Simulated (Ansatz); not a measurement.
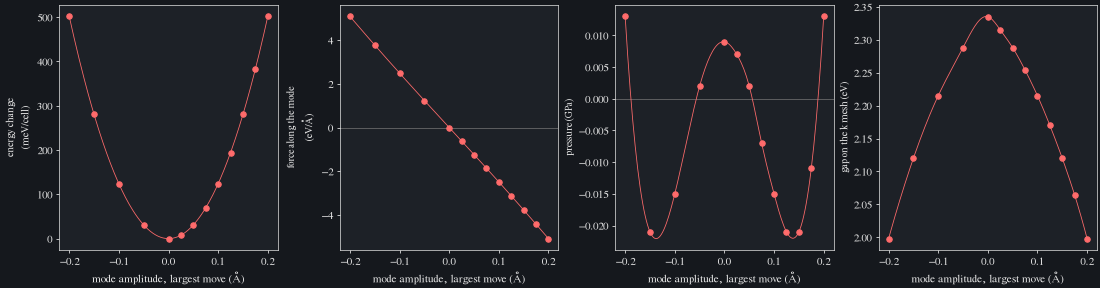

The picture above shows the energy change, force along the mode, pressure and gap on the k mesh against mode amplitude for SnO₂, space group I4_1/amd (No. 141).

The given structure:
```xyz
6
Lattice="-1.9995 1.9995 5.1021 1.9995 -1.9995 5.1021 1.9995 1.9995 -5.1021" Properties=species:S:1:pos:R:3 pbc="T T T"
Sn    0.0000    1.9995    2.5510
Sn    0.0000    0.0000    0.0000
O     0.0000    0.0000    8.1263
O     0.0000    1.9995    4.6290
O     0.0000    0.0000    2.0779
O     0.0000    1.9995    0.4731
```

Displacement pattern for amplitude 1 (x, y, z for each atom, in the order of the cell):
```
atom      x      y     z
 Sn1   0.71   0.71  0.00
 Sn2  -0.71  -0.71  0.00
  O3   0.38   0.78  0.00
  O4  -0.38  -0.78  0.00
  O5   0.78   0.38  0.00
  O6  -0.78  -0.38  0.00
```

How it was computed, with Ansatz 0.2.0: a normal mode of the cell frozen into a crystal at growing amplitude, by plane-wave density functional theory with PAW datasets, free energies less that of the undisturbed cell, pressure positive in compression; scalar-relativistic. Level: r2SCAN, no spin polarisation.

wave cutoff 500 eV; k mesh 10×10×10; occupations Gaussian; smearing width 0.05 eV; k shift (0, 0, 0) (mesh steps); start relaxed.

The points at mode amplitude −0.15, −0.05, 0.1 and 0.2 follow from computed ones by symmetry.

Q: Is the starting structure at a minimum along this coordinate?

A: Yes: the energy rises on both sides of the starting structure, which is therefore a minimum along this path.

Q: How does the force along the mode vary with mode amplitude?

A: It falls from 5.1 eV/Å at mode amplitude −0.200 Å to −5.1 eV/Å at 0.200 Å, and changes sign near 0.000 Å.

The computed values:

```
mode amplitude, largest move (Å)  energy change (meV/cell)  force along the mode (eV/Å)  pressure (GPa)  gap on the k mesh (eV)
                          -0.200                     501.7                          5.1           0.013                   1.998
                          -0.150                     280.4                          3.8          -0.021                   2.120
                          -0.100                     123.9                          2.5          -0.015                   2.215
                          -0.050                      30.9                          1.2           0.002                   2.288
                           0.000                       0.0                          0.0           0.009                   2.335
                           0.025                       7.7                         -0.6           0.007                   2.315
                           0.050                      30.9                         -1.2           0.002                   2.288
                           0.075                      69.6                         -1.9          -0.007                   2.254
                           0.100                     123.9                         -2.5          -0.015                   2.215
                           0.125                     194.2                         -3.1          -0.021                   2.170
                           0.150                     280.4                         -3.8          -0.021                   2.120
                           0.175                     382.8                         -4.4          -0.011                   2.064
                           0.200                     501.7                         -5.1           0.013                   1.998
```
